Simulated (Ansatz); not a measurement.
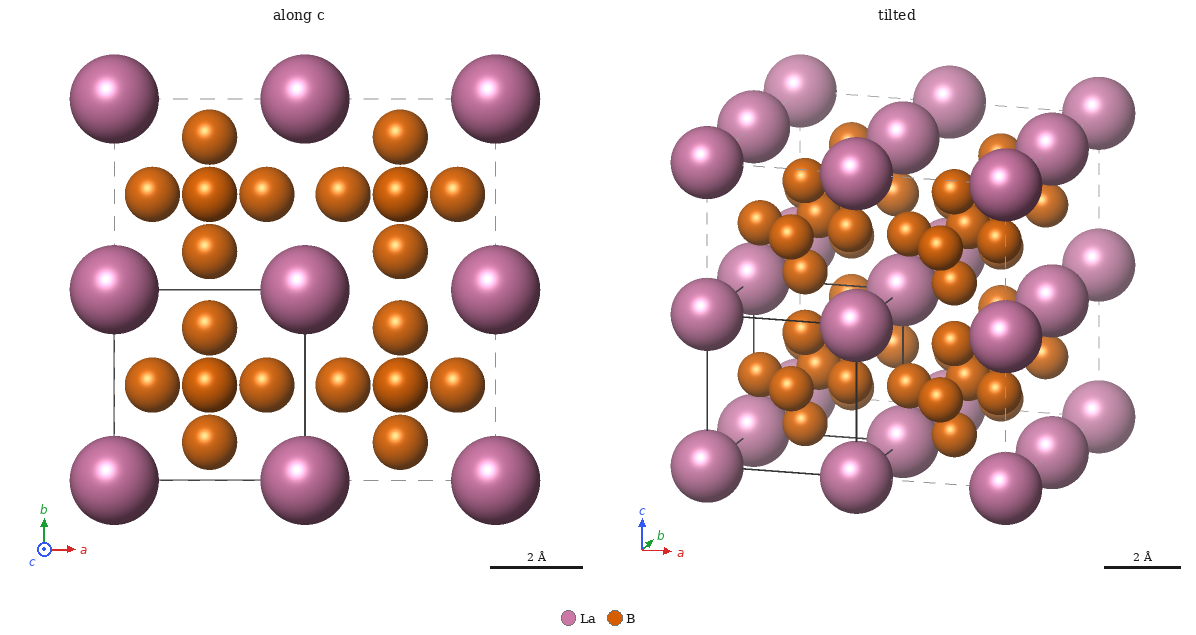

The crystal in a spheres-only representation, seen along the c axis and slightly off an axis. 2×2×2 cells are drawn; the solid outline is the conventional unit cell.

LaB6, space group Pm-3m (No. 221), a = 4.15 Å, b = 4.15 Å, c = 4.15 Å, α = 90.00°, β = 90.00°, γ = 90.00°.

Level of theory and settings: DFT PBEsol, scalar-relativistic, plane waves, PAW in Ansatz 0.2.0, E_cut = 420 eV, an 8×8×8 mesh of k-points, Gaussian smearing of 0.05 eV, no spin polarisation.

### Predict the gap.

A metal: bands cross the Fermi level.

### Which way would the volume go on relaxing?

The computed pressure is -3.2 GPa (stretched: it would shrink).

The cell started as a structure type known for this compound. Earlier steps of the study may have refined or changed the cell and positions. It went into a calculation with Ansatz.
